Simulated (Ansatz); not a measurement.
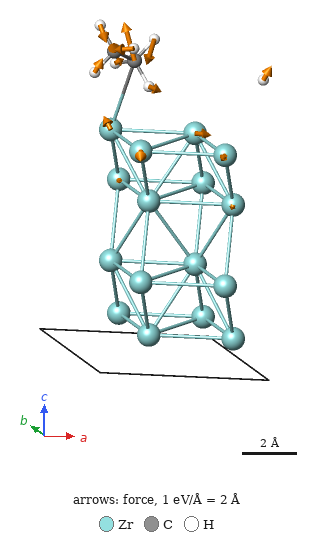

Starting geometry of a slab of composition Zr$_{8}$H$_{3}$C (cut from the P6_3/mmc phase) with the computed forces as orange arrows. A ball-and-stick model of the cell of the calculation, outlined in the plane, without the vacuum (origin shifted), seen slightly off an axis.

Case: 1 C2H6 a cell, tilted, over a hollow Zr-Zr-Zr site. The slab is the (0 0 1) face of Zr with C2H6 on it. 8 atoms are held fixed.

All numbers below come from Ansatz, DFT PBE+D3(BJ), scalar-relativistic, plane waves, PAW.

The input:
```yaml
crystal:
  lattice:
    - [6.3710095762, 0.0, 0.0]
    - [-3.1855047881, 5.5174561408, 0.0]
    - [0.0, 0.0, 28.1378285392]
  atoms:
    - { symbol: Zr, position: [0.3333333333, 0.1666666667, 0.2843147611] }
    - { symbol: Zr, position: [0.3333333333, 0.6666666667, 0.2843147611] }
    - { symbol: Zr, position: [0.8333333333, 0.1666666667, 0.2843147611] }
    - { symbol: Zr, position: [0.8333333333, 0.6666666667, 0.2843147611] }
    - { symbol: Zr, position: [0.1666666667, 0.3333333333, 0.3751193107] }
    - { symbol: Zr, position: [0.1666666667, 0.8333333333, 0.3751193107] }
    - { symbol: Zr, position: [0.6666666667, 0.3333333333, 0.3751193107] }
    - { symbol: Zr, position: [0.6666666667, 0.8333333333, 0.3751193107] }
    - { symbol: Zr, position: [0.3333333333, 0.1666666667, 0.4687381037] }
    - { symbol: Zr, position: [0.3333333333, 0.6666666667, 0.4687381037] }
    - { symbol: Zr, position: [0.8333333333, 0.1666666667, 0.4687381037] }
    - { symbol: Zr, position: [0.8333333333, 0.6666666667, 0.4687381037] }
    - { symbol: Zr, position: [0.1666666667, 0.3333333333, 0.5554903637] }
    - { symbol: Zr, position: [0.1666666667, 0.8333333333, 0.5554903637] }
    - { symbol: Zr, position: [0.6666666667, 0.3333333333, 0.5554903637] }
    - { symbol: Zr, position: [0.6666666667, 0.8333333333, 0.5554903637] }
    - { symbol: C, position: [0.0690560531, 0.4973556627, 0.6827851901] }
    - { symbol: C, position: [0.2678321588, 0.7211066111, 0.6582310565] }
    - { symbol: H, position: [-0.0846494641, 0.3957586442, 0.65793608] }
    - { symbol: H, position: [0.0035368763, 0.5517884237, 0.7144471927] }
    - { symbol: H, position: [0.1405307642, 0.3781863949, 0.6942253053] }
    - { symbol: H, position: [0.3333333333, 0.6666666667, 0.626569054] }
    - { symbol: H, position: [0.421535577, 0.8226869896, 0.6830837206] }
    - { symbol: H, position: [0.1963553488, 0.840259239, 0.6467944953] }
basis:
  ecutwfc: 420
kpoints:
  mp_grid: { grid: [4, 4, 1] }
hamiltonian:
  xc: pbe
  dispersion: d3bj
scf:
  occupations: { method: gaussian, width: 0.1 }
output:
  forces: true
  eigenvalues: true
  write_density: true
  write_potential: true
  elf: true
  volumetric_format: npy
relax:
  adjacent_minimum: "off"
  f_tol: 0.04
  max_steps: 100
  constraints: [{ sites: [0, 1, 2, 3, 4, 5, 6, 7] }]
efield:
  axis: 3
  dipole_correction: true
  ramp_width: 0.04
```

Launched with:
```bash
ansatz run input.yaml --threads 4 --pin off --max-ram 12288MiB --backend cpu --events-out ev --progress --plain --runs-dir out
```

### What follows when this structure is relaxed?

It isn't relaxed: the largest force vector, on C18, is 0.76 eV/Å. The final displacements have little in common with the starting forces (cosine between the two patterns 0.12). After 13 accepted moves (15 points after the start) the energy has fallen by 0.196 eV per cell of the calculation. The largest force component goes from 0.71 to 0.025 eV/Å. 2 steps only repeated the SCF at the same geometry. The forces were under the threshold at step 10, but the run went on from there. The largest move is that of H23, 1.69 Å within the plane. Largest moves by element: H 1.69 Å, C 1.07 Å, Zr 0.24 Å. The cell stays as it was. Among the contacts that change: Zr14–C18 3.122 → 2.864 Å, Zr10–Zr14 3.056 → 3.233 Å, Zr9–Zr14 3.056 → 3.208 Å, Zr8–Zr11 3.213 → 3.137 Å. Among the angles between lasting bonds that change: Zr14–C18–H23 132.3° → 123.8°, Zr14–C18–C17 117.7° → 122.8°, H22–C18–H23 109.1° → 105.5°. The run took 7.3 min on 4 threads of Intel(R) Xeon(R) Platinum 8488C (Sapphire Rapids), on a shared host, peak memory 3 GiB.

Limits of the set-up: the periodic images lie only 6.4 Å apart, so the values are limited by the cell's size.
